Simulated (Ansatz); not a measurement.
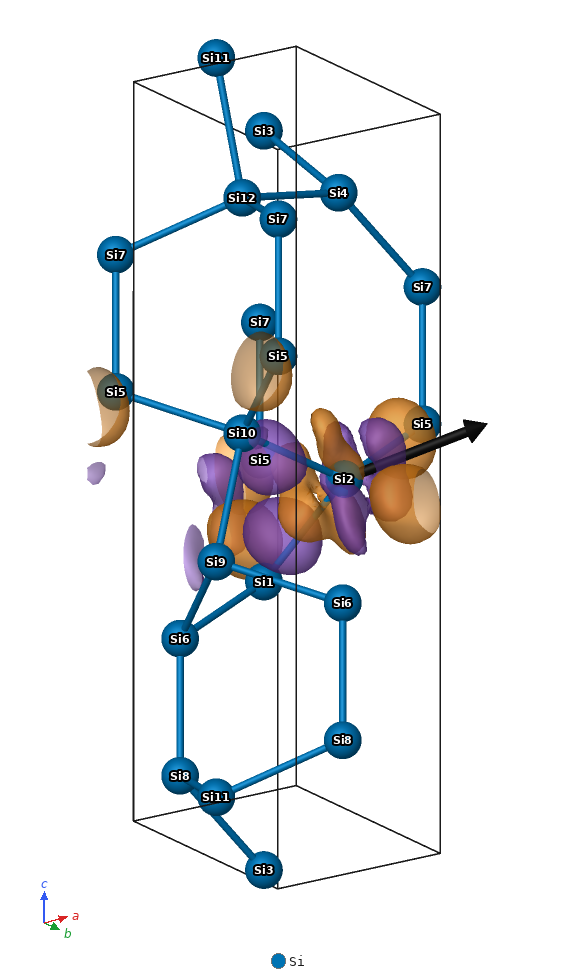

Figure 1: Si. Si2 was moved by 0.10 Å roughly along [2 1 0] in the axes of the cell drawn (arrow, not to scale). Change of the density less the rigid motion of the neutral atom's own density: orange surfaces at +0.006 and purple ones at −0.006 e/Å³, in the cell of the calculation (origin moved) seen at an oblique angle.

Space group Cmcm. This isn't the usual form at ambient conditions. The cell comes from a database of computed structures, not from a measurement.

Level of theory: DFT PBE, scalar-relativistic, plane waves, PAW (Ansatz).

Core electrons are frozen (PAW), so the fields are smoothed inside the atomic spheres.

> Describe the electronic response.

About 0.09 e is rearranged in the cell. Outside the cores the largest gain, 0.02 e/Å³, lies 1.1 Å from a silicon nucleus, and the largest loss, 0.03 e/Å³, lies 1.0 Å from a silicon nucleus.

> How much does the computed force on the atom change?

The force on it changes by 1.17 eV/Å along the move, against it: a stiffness of about 12 eV/Å² for this sublattice shift.

Run times: 93 s (moved atom) and 61 s (base cell), on 2 threads of AMD EPYC 9R45 96-Core Processor (Zen 5), with other jobs on the host.
